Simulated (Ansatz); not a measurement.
CdS

Input

```
crystal:
  lattice:
    - [-5.8241960529, 5.8241960529, -5.8241960529]
    - [5.8241960529, -5.8241960529, -5.8241960529]
    - [-5.8241960529, -5.8241960529, 5.8241960529]
  atoms:
    - { symbol: Cd, position: [0.505885152, 0.2496673459, 0.26165485] }
    - { symbol: Cd, position: [0.2019481157, 0.2349516511, 0.4828355257] }
    - { symbol: Cd, position: [0.0091898625, 0.2497606829, 0.7753202274] }
    - { symbol: Cd, position: [0.7453015499, 0.0108282898, 0.2475578979] }
    - { symbol: Cd, position: [0.7427684039, 0.2394567102, 0.0067705509] }
    - { symbol: Cd, position: [0.4743361227, 0.9631079679, 0.4945358922] }
    - { symbol: Cd, position: [0.2555612659, 0.0277841842, 0.7829131066] }
    - { symbol: Cd, position: [0.0199598067, 0.7610133738, 0.2519053086] }
    - { symbol: Cd, position: [0.998890947, 0.993988752, 0.0152490472] }
    - { symbol: Cd, position: [0.7324124888, 0.7301579795, 0.4826495073] }
    - { symbol: Cd, position: [0.48974017, 0.730028097, 0.7238102678] }
    - { symbol: Cd, position: [0.2244455481, 0.4814622029, 0.230276764] }
    - { symbol: Cd, position: [0.2427994813, 0.7294724543, 0.9813835087] }
    - { symbol: Cd, position: [0.0167324253, 0.5153307931, 0.4943628346] }
    - { symbol: Cd, position: [0.7759218625, 0.5101183049, 0.7673919692] }
    - { symbol: Cd, position: [0.5541957418, 0.5366599406, 0.0246404892] }
    - { symbol: S, position: [0.4922271373, 0.0044165092, 0.2472022853] }
    - { symbol: S, position: [0.2456153329, 0.0131994472, 0.5089633826] }
    - { symbol: S, position: [0.9972207471, 0.9907954208, 0.7588084931] }
    - { symbol: S, position: [0.7838509114, 0.7778114963, 0.2627936042] }
    - { symbol: S, position: [0.7365124751, 0.9766003707, 0.9908267956] }
    - { symbol: S, position: [0.4923722006, 0.7257259771, 0.4845894995] }
    - { symbol: S, position: [0.2712257113, 0.7758516286, 0.7432471471] }
    - { symbol: S, position: [0.0032883003, 0.5031851001, 0.2462855633] }
    - { symbol: S, position: [0.0218640177, 0.766439622, 0.0114871118] }
    - { symbol: S, position: [0.7565646679, 0.5024025722, 0.4936886617] }
    - { symbol: S, position: [0.4839453842, 0.4738726603, 0.726685847] }
    - { symbol: S, position: [0.2736003058, 0.2646837112, 0.2714937355] }
    - { symbol: S, position: [0.2800659048, 0.513290722, 0.0109832795] }
    - { symbol: S, position: [0.9818899202, 0.2729198015, 0.5024375668] }
    - { symbol: S, position: [0.7440978251, 0.2354322479, 0.7481320567] }
    - { symbol: S, position: [0.5147153976, 0.2752042372, 0.0118674461] }
basis:
  ecutwfc: 420
kpoints:
  mp_grid: { grid: [4, 4, 4] }
hamiltonian:
  xc: pbesol
scf:
  occupations: { method: fermi_dirac, width: 0.0388 }
output:
  forces: true
  stress: true
  eigenvalues: true
  populations: true
  write_density: true
  write_potential: true
  elf: true
  volumetric_format: npy
```

Run with:

```sh
ansatz run input.yaml --threads 4 --pin off --max-ram 9216MiB --backend cpu --events-out ev --progress --plain --runs-dir out
```

Below, planes, directions and counts refer to the conventional cell (a = 10.09 Å, b = 10.09 Å, c = 10.09 Å, α = 109.47°, β = 109.47°, γ = 109.47°).

Space group P1; not relaxed (largest force 1.5 eV/Å).

These are results of DFT PBEsol, scalar-relativistic, plane waves, PAW in Ansatz 0.2.0, not measurements.

### Predict the valence pseudo-density and electron localisation function between the atoms.

Cd–S (2.39 Å): the density is about 0.54 e/Å³ at the midpoint; the ELF peaks at about 0.85 in the valence shell of S, 0.8 Å from its nucleus, and is about 0.30 at the midpoint.
Cd–S (2.43 Å): the density is about 0.51 e/Å³ at the midpoint; the ELF peaks at about 0.85 in the valence shell of S, 0.8 Å from its nucleus, and is about 0.35 at the midpoint.
Cd–S (2.43 Å): ρ is about 0.51 e/Å³ halfway; the ELF peaks at about 0.85 in the valence shell of S, 0.8 Å from its nucleus, and is about 0.35 at the midpoint.
Cd–S (2.50 Å): ρ at the midpoint is about 0.44 e/Å³; the ELF peaks at about 0.90 in the valence shell of S, 0.8 Å from its nucleus, and is about 0.30 at the midpoint.

### Does the calculation give a band gap?

It is gapped, with a Kohn–Sham gap of 0.90 eV on the k-point mesh (the band edges may lie off the mesh, which would make the gap smaller).

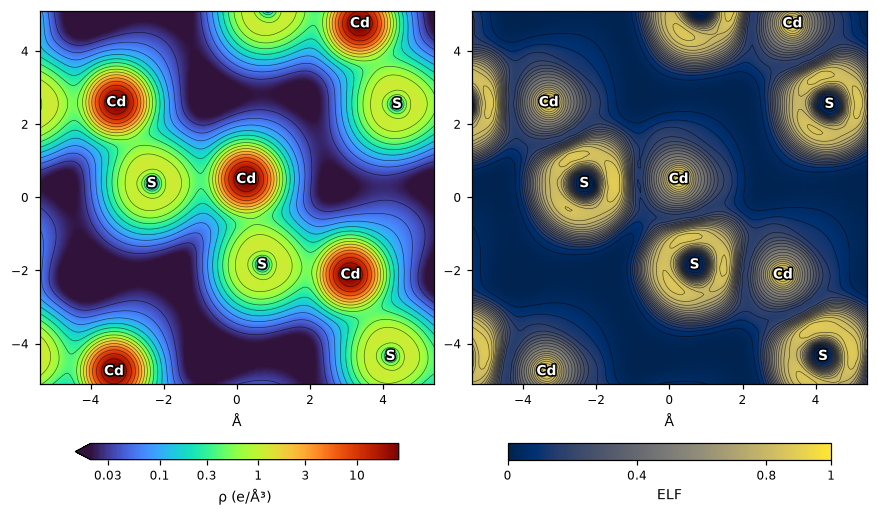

Computed valence pseudo-density and electron localisation function on the (001) plane of the conventional cell, in this order. 
